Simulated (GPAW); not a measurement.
# Collinear magnetic orders of linear V chain, spacing 2.761 A with GPAW

Does linear V chain, spacing 2.761 A prefer parallel or opposed moments, or none?

Main program and level: GPAW 26.7.0; LDA; plane waves with GPAW's PAW setups, scalar-relativistic.

## (1) Set-up

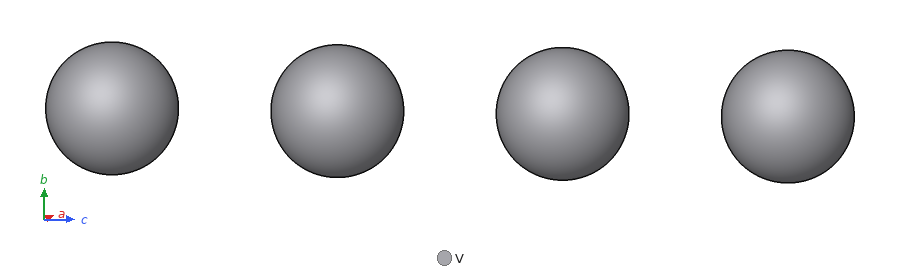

The cell as given, from the side, with the c axis across the page (vanadium grey). 1×1×3 cells are drawn. Some periodic images of atoms are drawn too.

The cell holds 1 atom: 1 V. Its edges and angles: a = 12.000 Å, b = 12.000 Å, c = 2.761 Å, α = 90.0°, β = 90.0°, γ = 90.0°. model lattice. Vacuum lies along a and b. The structure's axis is c.

Coordinates:

```
V
1.0
    12.00000    0.00000    0.00000
     0.00000   12.00000    0.00000
     0.00000    0.00000    2.76100
V
1
Direct
  0.50000 0.50000 0.00000
```

## (2) Run 1 (ferro +)

Parallel moments need no larger cell; this start tests for a ferromagnetic state only.

File order1.py:

```python
import json
import numpy as np
from ase import Atoms
from ase.parallel import paropen, parprint
from gpaw import GPAW

atoms = Atoms(['V'],
    cell=[[12.0, 0.0, 0.0],
         [0.0, 12.0, 0.0],
         [0.0, 0.0, 2.761]],
    scaled_positions=[[0.5, 0.5, 0.0]],
    pbc=True,
    magmoms=[1.5])
atoms.calc = GPAW(mode={'name': 'pw', 'ecut': 550},
    xc='LDA',
    kpts={'size': (1, 1, 10), 'gamma': True},
    occupations={'name': 'fermi-dirac', 'width': 0.05},
    convergence={'density': 1e-05, 'energy': 1e-05},
    maxiter=200,
    symmetry={'tolerance': 1e-4},
    txt='order1.txt')
e = atoms.get_potential_energy(force_consistent=True)
res = {'free_energy': e, 'energy_sigma0': atoms.get_potential_energy(), 'fermi_energy': atoms.calc.get_fermi_level()}
res['moments'] = atoms.get_magnetic_moments().tolist()
res['total'] = atoms.get_magnetic_moment()
parprint('site moments (muB):', np.round(res['moments'], 3))
parprint(f"total moment: {res['total']:.3f} muB")
parprint(f'free energy: {e:.6f} eV')
atoms.calc.write('order1.gpw')
with paropen('results.json', 'w') as f:
    json.dump(res, f)
```

On the command line:

```console
> OMP_NUM_THREADS=1 python3 order1.py > order1.log
```

Output:

```text
site moments (muB): [2.953]
total moment: 4.000 muB
free energy: -4.641275 eV

--- order1.txt ---
Input parameters:
  mode=PW(ecut=550),
  convergence={'density': 1e-05, 'energy': 1e-05},
  kpts=MonkhorstPack(size=(1, 1, 10), gamma=True),
  maxiter=200,
  occupations=Occupations(name='fermi-dirac', width=0.05),
  symmetry=Symmetry(tolerance=0.0001),
  xc=XC(name='LDA')

Diagonalizing LCAO Hamiltonian
Converting LCAO to pw mode
        .----------------------------.
       /|                            |
      / |                            |
     /  .----------------------------.
    /  /                            /
   /  /                            /
  /  /                            /
 *  /              V             /
 | /                            /
 |/                            /
 *----------------------------*

Atoms  # Å, Bohr magnetons
|   | symbol |        x |        y |        z |    initial magnetic moments |
|---|--------|----------|----------|----------|-----------------------------|
| 0 |      V | 6.000000 | 6.000000 | 0.000000 | ( 0.0000,  0.0000,  1.5000) |

Unit cell  # Å
| periodic |         x |         y |        z |   lengths |    angles |
|----------|-----------|-----------|----------|-----------|-----------|
|      yes | 12.000000 |  0.000000 | 0.000000 | 12.000000 | 90.000000 |
|      yes |  0.000000 | 12.000000 | 0.000000 | 12.000000 | 90.000000 |
|      yes |  0.000000 |  0.000000 | 2.761000 |  2.761000 | 90.000000 |

Number of symmetries: 16

BZ-sampling:
  Number of BZ points: 10
  Number of IBZ points: 6

  Monkhorst-Pack size: [1, 1, 10]
  Monkhorst-Pack shift: [0.0, 0.0, 0.05]

K-points  # in reciprocal-cell coordinates
|   |                                coordinates |     weight |
|---|--------------------------------------------|------------|
| 0 | (  0.00000000,   0.00000000,   0.00000000) | 0.10000000 |
| 1 | (  0.00000000,   0.00000000,   0.10000000) | 0.20000000 |
| 2 | (  0.00000000,   0.00000000,   0.20000000) | 0.20000000 |
| 3 | (  0.00000000,   0.00000000,   0.30000000) | 0.20000000 |
| 4 | (  0.00000000,   0.00000000,   0.40000000) | 0.20000000 |
| 5 | (  0.00000000,   0.00000000,   0.50000000) | 0.10000000 |

Plane wave coefficients: 11675
Cutoff: 550.0 eV

Spin-components: 2 (collinear spins)
Bands:           13
Projectors:      6
Spin-degeneracy: 1
Datatype:        complex128

Parallelization:
  kpt:    1
  domain: 1
  band:   1

Density:
  Valence electrons: 13.0
  Components: 2
  Grid points: [70 70 15]
  Charge: 0.0  # |e|

Potential:
  Grid points: [70 70 15]

species:
  V:
    name:    Vanadium
    Z:       23.0
    valence: 13
    core:    10
    charge:  0.0  # [|e|]
    compensation charges:
      type: gauss
      rc: 0.37  # [Å]
      lmax: 2
    cutoffs:
      filter: 2.14  # [Å]
      core: 0.96  # [Å]
    projectors
    | kind |    occ | energy [eV] | rcut [Å] |
    |------|--------|-------------|----------|
    |   3s |  2.000 |     -69.819 |    1.254 |
    |   4s |  2.000 |      -4.846 |    1.254 |
    |   3p |  6.000 |     -43.961 |    1.281 |
    |   4p |  0.000 |      -1.526 |    1.281 |
    |   3d |  3.000 |      -5.381 |    1.169 |
    |    d |        |      21.830 |    1.169 |

    Using partial waves for V as LCAO basis

Reference energy: -25767.601835  # eV

eigensolver:
  PPCG
  Converge bands: occupied
  niter=2

density mixing:
  MSR1-Mixer
  Pratt-step length: 0.05
  Maximum mixing coefficient: 0.75
  Old densities: 10
  SVD Regularization: 0.005
  Good broyden scale: 1.0
  Trust region scale: 1.0
  Backstep threshold: 4.0
  History deletion threshold: 6.0
  Fourier metric: weight=20.0, sigma=0.015

occupation numbers:
  Fermi-Dirac:
    width: 0.0500  # eV

poisson solver:
  ecut: 4400.0  # eV

xc functional:
  name: None

convergence criteria:
- Maximum integral of absolute [dens]ity change: 1e-05 electrons / valence electron
- Maximum [total energy] change in last 3 cyles: 1e-05 eV / valence electron
- Maximum integral of absolute [eigenst]ate change: 4e-08 eV^2 / valence electron
maximum number of iterations: 200

SCF iterations
|iter     |      energy | eigst |  dens |  magmom |
|---------|-------------|-------|-------|---------|
|iter:   1|       0s |   -4.462936 | +0.29 |       |  +1.5048|
|iter:   2|       2s |   -4.301376 | -0.76 | -0.66 |  +1.5742|
|iter:   3|       5s |   -4.278911 | -0.88 | -0.70 |  +2.3349|
|iter:   4|       7s |   -4.571640 | -1.93 | -0.81 |  +3.3567|
|iter:   5|       9s |   -4.626101 | -2.29 | -1.21 |  +4.0169|
|iter:   6|      12s |   -4.626226 | -3.12 | -2.04 |  +3.9365|
|iter:   7|      14s |   -4.625948 | -3.74 | -2.12 |  +3.9875|
|iter:   8|      17s |   -4.625908 | -4.51 | -2.79 |  +3.9925|
|iter:   9|      19s |   -4.625876c| -4.95 | -3.09 |  +4.0009|
|iter:  10|      21s |   -4.625885c| -5.58 | -3.92 |  +4.0002|
|iter:  11|      24s |   -4.625886c| -6.04 | -4.65 |  +4.0001|
|iter:  12|      26s |   -4.625886c| -6.54 | -5.13c|  +4.0000|
|iter:  13|      29s |   -4.625886c| -7.00 | -5.68c|  +4.0000|
|iter:  14|      31s |   -4.625886c| -7.46c| -6.43c|  +4.0000|

Converged in 14 steps
Energy contributions relative to reference atoms: (reference = -25767.601835)

Energy contributions:
  Kinetic:          -2.451830
  Coulomb:           4.996934
  Zero:              0.050374
  External:          0.000000
  Xc:               -7.205976
  Entropy:          -0.030777
  Spinorbit:         0.000000
  ----------------------------
  Free energy:      -4.641275
  Extrapolated:     -4.625886

dipole moment: (0.000000, 0.000000, -6.502376)  # |e|*Ang

Total magnetic moment: (0.000000, 0.000000, 4.000009)

Local magnetic moments
|        x |        y |        z |
|----------|----------|----------|
| 0.000000 | 0.000000 | 2.953410 |  # V    0

Fermi level: -3.372
Eigenvalues  # (at kpt = [0.000, 0.000, 0.000])
| band index |      eig [eV] | occ [0-1] |      eig [eV] | occ [0-1] |
|------------|---------------|-----------|---------------|-----------|
|          0 |       -67.583 |     1.000 |       -64.726 |     1.000 |
|          1 |       -41.764 |     1.000 |       -39.065 |     1.000 |
|          2 |       -41.764 |     1.000 |       -38.870 |     1.000 |
|          3 |       -41.750 |     1.000 |       -38.870 |     1.000 |
|          4 |        -6.633 |     1.000 |        -4.936 |     1.000 |
|          5 |        -4.520 |     1.000 |        -2.420 |     0.000 |
|          6 |        -3.867 |     1.000 |        -1.404 |     0.000 |
|          7 |        -3.866 |     1.000 |        -1.401 |     0.000 |
|          8 |        -2.648 |     0.000 |        -1.346 |     0.000 |
|          9 |        -2.648 |     0.000 |        -1.346 |     0.000 |
|         10 |        -2.266 |     0.000 |         0.004 |     0.000 |
|         11 |        -2.266 |     0.000 |         0.004 |     0.000 |
|         12 |         0.128 |     0.000 |         0.295 |     0.000 |

No gap
No difference between direct/indirect transitions
```

Wall time 36 s (1 MPI rank of Intel Xeon Platinum 8259CL at 2.50GHz (Skylake/Cascade Lake), shared host); peak memory 0.32 GiB.

Spin moment in the augmentation sphere by atom:

| atom | spin moment in the augmentation sphere (μB) |
| --- | --- |
| V1 | 2.95 |

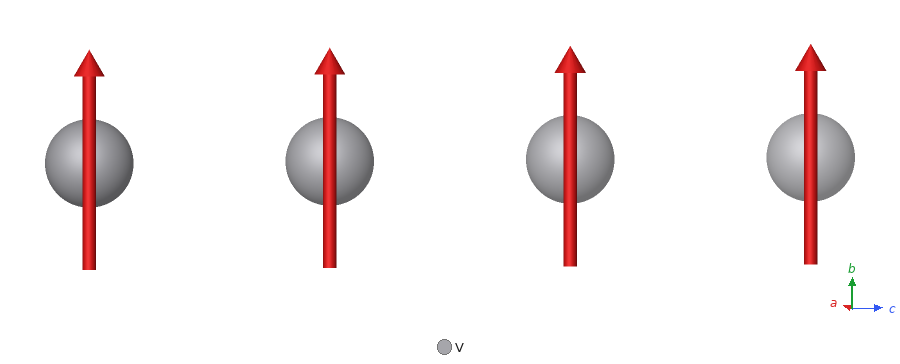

Spin moment in the augmentation sphere as arrows, the longest 2.95 μB. Up and down stand for the sign. Arrows give size and sign along the axis of quantisation, drawn up and down the page. 1×1×3 cells are drawn. Some periodic images of atoms are drawn too.

This step gave:

- magnetization: 4.000 μB
- final state: ferromagnetic

After 14 cycles the largest moment stands at 2.95 μB.

## (3) Order 2, typed as antiferro q=(0,0,1/2) +-

Reversing part of the moments tests the sign of the couplings between them.

The cell is doubled to 2 atoms to hold this order. Its mesh is chosen so that both cells sample the same points.

order2.py is the script of step 2 with these lines changed:

```diff
@@ -6,12 +6,13 @@
 
-atoms = Atoms(['V'],
+atoms = Atoms(['V', 'V'],
     cell=[[12.0, 0.0, 0.0],
          [0.0, 12.0, 0.0],
-         [0.0, 0.0, 2.761]],
-    scaled_positions=[[0.5, 0.5, 0.0]],
+         [0.0, 0.0, 5.522]],
+    scaled_positions=[[0.5, 0.5, 0.0],
+         [0.5, 0.5, 0.5]],
     pbc=True,
-    magmoms=[1.5])
+    magmoms=[1.5, -1.5])
 atoms.calc = GPAW(mode={'name': 'pw', 'ecut': 550},
     xc='LDA',
-    kpts={'size': (1, 1, 10), 'gamma': True},
+    kpts={'size': (1, 1, 5), 'gamma': True},
     occupations={'name': 'fermi-dirac', 'width': 0.05},
@@ -20,3 +21,3 @@
     symmetry={'tolerance': 1e-4},
-    txt='order1.txt')
+    txt='order2.txt')
 e = atoms.get_potential_energy(force_consistent=True)
@@ -28,3 +29,3 @@
 parprint(f'free energy: {e:.6f} eV')
-atoms.calc.write('order1.gpw')
+atoms.calc.write('order2.gpw')
 with paropen('results.json', 'w') as f:
```

On the command line:

```console
> OMP_NUM_THREADS=1 python3 order2.py > order2.log
```

Output:

```text
site moments (muB): [ 2.725 -2.725]
total moment: -0.000 muB
free energy: -8.729566 eV

--- order2.txt ---
Input parameters:
  mode=PW(ecut=550),
  convergence={'density': 1e-05, 'energy': 1e-05},
  kpts=MonkhorstPack(size=(1, 1, 5), gamma=True),
  maxiter=200,
  occupations=Occupations(name='fermi-dirac', width=0.05),
  symmetry=Symmetry(tolerance=0.0001),
  xc=XC(name='LDA')

Diagonalizing LCAO Hamiltonian
Converting LCAO to pw mode
        .----------------------------.
       /|                            |
      / |                            |
     /  |                            |
    /   |                            |
   /    |                            |
  /     |                            |
 *      .----------V-----------------.
 |     /                            /
 |    /                            /
 |   /                            /
 |  /              V             /
 | /                            /
 |/                            /
 *----------------------------*

Atoms  # Å, Bohr magnetons
|   | symbol |        x |        y |        z |    initial magnetic moments |
|---|--------|----------|----------|----------|-----------------------------|
| 0 |      V | 6.000000 | 6.000000 | 0.000000 | ( 0.0000,  0.0000,  1.5000) |
| 1 |      V | 6.000000 | 6.000000 | 2.761000 | ( 0.0000,  0.0000, -1.5000) |

Unit cell  # Å
| periodic |         x |         y |        z |   lengths |    angles |
|----------|-----------|-----------|----------|-----------|-----------|
|      yes | 12.000000 |  0.000000 | 0.000000 | 12.000000 | 90.000000 |
|      yes |  0.000000 | 12.000000 | 0.000000 | 12.000000 | 90.000000 |
|      yes |  0.000000 |  0.000000 | 5.522000 |  5.522000 | 90.000000 |

Number of symmetries: 16

BZ-sampling:
  Number of BZ points: 5
  Number of IBZ points: 3

  Monkhorst-Pack size: [1, 1, 5]
  Monkhorst-Pack shift: [0, 0, 0]

Plane wave coefficients: 23301
Cutoff: 550.0 eV

Spin-components: 2 (collinear spins)
Bands:           20
Projectors:      12
Spin-degeneracy: 1
Datatype:        complex128

Parallelization:
  kpt:    1
  domain: 1
  band:   1

Density:
  Valence electrons: 26.0
  Components: 2
  Grid points: [70 70 30]
  Charge: 0.0  # |e|

Potential:
  Grid points: [70 70 30]

[... setups left out ...]
Reference energy: -51535.203669  # eV

eigensolver:
  PPCG
  Converge bands: occupied
  niter=2

density mixing:
  MSR1-Mixer
  Pratt-step length: 0.05
  Maximum mixing coefficient: 0.75
  Old densities: 10
  SVD Regularization: 0.005
  Good broyden scale: 1.0
  Trust region scale: 1.0
  Backstep threshold: 4.0
  History deletion threshold: 6.0
  Fourier metric: weight=20.0, sigma=0.015

occupation numbers:
  Fermi-Dirac:
    width: 0.0500  # eV

poisson solver:
  ecut: 4400.0  # eV

xc functional:
  name: None

convergence criteria:
- Maximum integral of absolute [dens]ity change: 1e-05 electrons / valence electron
- Maximum [total energy] change in last 3 cyles: 1e-05 eV / valence electron
- Maximum integral of absolute [eigenst]ate change: 4e-08 eV^2 / valence electron
maximum number of iterations: 200

SCF iterations
|iter     |      energy | eigst |  dens |  magmom |
|---------|-------------|-------|-------|---------|
|iter:   1|       0s |   -9.178247 | +0.29 |       |  +0.0000|
|iter:   2|       5s |   -8.848020 | -0.97 | -0.65 |  -0.0000|
|iter:   3|       9s |   -8.357997 | -0.67 | -0.70 |  -0.0000|
|iter:   4|      14s |   -8.473338 | -1.34 | -0.89 |  +0.0000|
|iter:   5|      18s |   -8.623689 | -1.98 | -1.22 |  -0.0000|
|iter:   6|      22s |   -8.630257 | -1.93 | -1.29 |  +0.0000|
|iter:   7|      27s |   -8.631268 | -2.76 | -2.07 |  -0.0000|
|iter:   8|      31s |   -8.632278 | -3.51 | -2.49 |  +0.0001|
|iter:   9|      36s |   -8.633051 | -3.94 | -2.87 |  -0.0014|
|iter:  10|      40s |   -8.632339 | -4.31 | -1.93 |  +0.0000|
[... 31 iterations left out ...]
|iter:  42|     183s |   -8.632387c| -6.04 | -3.51 |  -0.0004|
|iter:  43|     188s |   -8.632382c| -6.58 | -3.87 |  -0.0004|
|iter:  44|     192s |   -8.632379c| -7.36 | -4.25 |  -0.0004|
|iter:  45|     195s |   -8.632380c| -7.60c| -4.24 |  -0.0003|
|iter:  46|     200s |   -8.632380c| -7.23 | -4.15 |  -0.0003|
|iter:  47|     204s |   -8.632380c| -7.65c| -3.78 |  -0.0003|
|iter:  48|     207s |   -8.632380c| -7.86c| -4.25 |  -0.0002|
|iter:  49|     211s |   -8.632380c| -7.66c| -4.29 |  -0.0002|
|iter:  50|     214s |   -8.632381c| -7.50c| -4.56 |  -0.0001|
|iter:  51|     216s |   -8.632381c| -7.96c| -5.43c|  -0.0001|

Converged in 51 steps
Energy contributions relative to reference atoms: (reference = -51535.203669)

Energy contributions:
  Kinetic:          -8.302759
  Coulomb:          13.625825
  Zero:              0.111570
  External:          0.000000
  Xc:              -13.969832
  Entropy:          -0.194371
  Spinorbit:         0.000000
  ----------------------------
  Free energy:      -8.729566
  Extrapolated:     -8.632381

dipole moment: (0.000000, 0.000000, -12.968743)  # |e|*Ang

Total magnetic moment: (0.000000, 0.000000, -0.000088)

Local magnetic moments
|        x |        y |         z |
|----------|----------|-----------|
| 0.000000 | 0.000000 |  2.724619 |  # V    0
| 0.000000 | 0.000000 | -2.724653 |  # V    1

Fermi level: -3.419
Eigenvalues  # (at kpt = [0.000, 0.000, 0.000])
| band index |      eig [eV] | occ [0-1] |      eig [eV] | occ [0-1] |
|------------|---------------|-----------|---------------|-----------|
|          0 |       -67.154 |     1.000 |       -67.154 |     1.000 |
|        ... |               |           |               |           |
|          6 |       -38.905 |     1.000 |       -38.905 |     1.000 |
|          7 |       -38.567 |     1.000 |       -38.567 |     1.000 |
|          8 |        -5.628 |     1.000 |        -5.628 |     1.000 |
|          9 |        -3.729 |     0.998 |        -3.729 |     0.998 |
|         10 |        -3.729 |     0.998 |        -3.729 |     0.998 |
|         11 |        -3.616 |     0.981 |        -3.616 |     0.981 |
|         12 |        -3.463 |     0.707 |        -3.463 |     0.707 |
|         13 |        -3.462 |     0.702 |        -3.462 |     0.702 |
|         14 |        -1.811 |     0.000 |        -1.811 |     0.000 |
|         15 |        -1.283 |     0.000 |        -1.283 |     0.000 |
|         16 |        -1.145 |     0.000 |        -1.145 |     0.000 |
|         17 |        -1.140 |     0.000 |        -1.140 |     0.000 |
|         18 |        -0.491 |     0.000 |        -0.491 |     0.000 |
|         19 |        -0.491 |     0.000 |        -0.491 |     0.000 |

Gap: 0.234 eV
Transition (v -> c):
  (s=1, k=2, n=13, [0.00, 0.00, 0.40]) -> (s=1, k=2, n=14, [0.00, 0.00, 0.40])
No difference between direct/indirect transitions
```

It took 3.7 min on 1 MPI rank; peak memory 0.56 GiB.

Spin moment in the augmentation sphere by atom:

| atom | spin moment in the augmentation sphere (μB) |
| --- | --- |
| V1 | 2.72 |
| V2 | -2.72 |

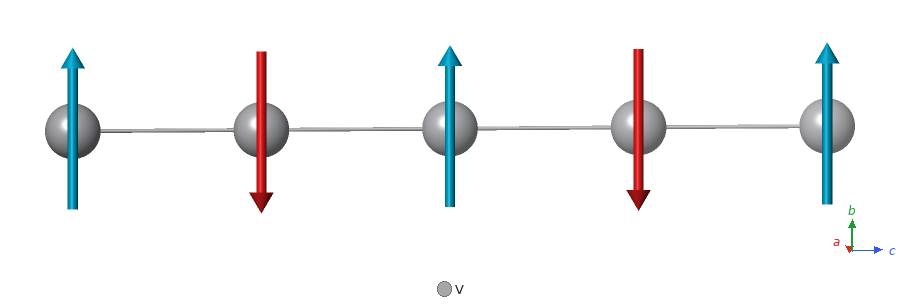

Spin moment in the augmentation sphere as arrows, the longest 2.72 μB. Up and down stand for the sign. Arrows give size and sign along the axis of quantisation, drawn up and down the page. The two directions have two colours. 1×1×2 cells are drawn. Some periodic images of atoms are drawn too.

Numbers from this step:

- magnetization: 0 μB
- final state: antiferromagnetic

It lies 276 meV a seeded atom over the first start, and its largest moment is 2.72 μB against 2.95 μB.

## (4) Run 3 (no spin polarisation)

This run holds no moments, which gives a state to set the others against.

File nospin.py:

```python
import json
import numpy as np
from ase import Atoms
from ase.parallel import paropen, parprint
from gpaw import GPAW

atoms = Atoms(['V'],
    cell=[[12.0, 0.0, 0.0],
         [0.0, 12.0, 0.0],
         [0.0, 0.0, 2.761]],
    scaled_positions=[[0.5, 0.5, 0.0]],
    pbc=True)
atoms.calc = GPAW(mode={'name': 'pw', 'ecut': 550},
    xc='LDA',
    kpts={'size': (1, 1, 10), 'gamma': True},
    occupations={'name': 'fermi-dirac', 'width': 0.05},
    convergence={'density': 1e-05, 'energy': 1e-05},
    maxiter=200,
    symmetry={'tolerance': 1e-4},
    txt='nospin.txt')
e = atoms.get_potential_energy(force_consistent=True)
res = {'free_energy': e, 'energy_sigma0': atoms.get_potential_energy(), 'fermi_energy': atoms.calc.get_fermi_level()}
parprint(f'free energy: {e:.6f} eV')
atoms.calc.write('nospin.gpw')
with paropen('results.json', 'w') as f:
    json.dump(res, f)
```

On the command line:

```console
> OMP_NUM_THREADS=1 python3 nospin.py > nospin.log
```

Output:

```text
free energy: -3.473858 eV

--- nospin.txt ---
Input parameters:
  mode=PW(ecut=550),
  convergence={'density': 1e-05, 'energy': 1e-05},
  kpts=MonkhorstPack(size=(1, 1, 10), gamma=True),
  maxiter=200,
  occupations=Occupations(name='fermi-dirac', width=0.05),
  symmetry=Symmetry(tolerance=0.0001),
  xc=XC(name='LDA')

Diagonalizing LCAO Hamiltonian
Converting LCAO to pw mode
        .----------------------------.
[...]
|------------|---------------|-----------|
|          0 |       -67.382 |     2.000 |
|          1 |       -41.744 |     2.000 |
|          2 |       -41.744 |     2.000 |
|          3 |       -41.076 |     2.000 |
|          4 |        -5.986 |     2.000 |
[...]
|          8 |        -2.159 |     0.000 |
|          9 |        -2.159 |     0.000 |
|         10 |        -1.983 |     0.000 |
|         11 |        -1.983 |     0.000 |

No gap
No difference between direct/indirect transitions


[key lines of the parts left out:]
Free energy:      -3.473858
Converged in 15 steps
dipole moment: (0.000000, 0.000000, -6.585806)  # |e|*Ang
Fermi level: -3.631
```

Elapsed: 19 s, on 1 MPI rank; peak memory 0.25 GiB.

Read from the output:

- final state: non-magnetic (no spin polarisation)

It lies 1167 meV a seeded atom over the first start.

## (5) Energies of the orders

These are free energies at a smearing of 0.05 eV, so its entropy term is in the differences. They are divided by the number of seeded atoms, so that cells of unlike size compare. Wavevectors q in the names are fractions of the reciprocal vectors of the first run's cell.

Orders:

| start | final state | typed order kept | energy over the lowest (meV a seeded atom) | largest site moment (μB) | net moment (μB a primitive cell) | mesh matched | CPU time (s) |
| --- | --- | --- | --- | --- | --- | --- | --- |
| ferro + | ferromagnetic | yes | 0 | 2.953 | 4 | yes | 35.88 |
| antiferro q=(0,0,1/2) +- | antiferromagnetic | yes | 276.5 | 2.725 | 0 | yes | 224.4 |
| no spin polarisation | non-magnetic | - | 1167 | 0 | 0 | yes | 18.63 |

## (6) Summary of results

- lowest state found: ferromagnetic (typed ferro +)
- largest site moment: 2.95 μB
- next state: antiferromagnetic, 276 meV a seeded atom higher
- energy gained by spin polarisation: 1167 meV a seeded atom

In words: The lowest state found is ferromagnetic, reached from the start ferro +, with moments up to 2.95 μB. The next state costs 276 meV a seeded atom. Only 3 starts are shown; other collinear patterns, canted and longer-period orders are not.

[Logs and program files are shortened in this print: banners, set-up blocks, solver, clock and traceback lines can be left out without a mark of their own.]

[Logs are printed without paths, hosts, clocks, repeated set-up lines and the standing remarks that a program may print on its own settings, such as how far it seeks lower states.]

[Hosts, paths, dates, database ids (printed as entryN), source tags and the programs' standing remarks are cut or masked in the printed files.]

[Where a cell is said to come from a database of computed structures, the database is the Materials Project.]
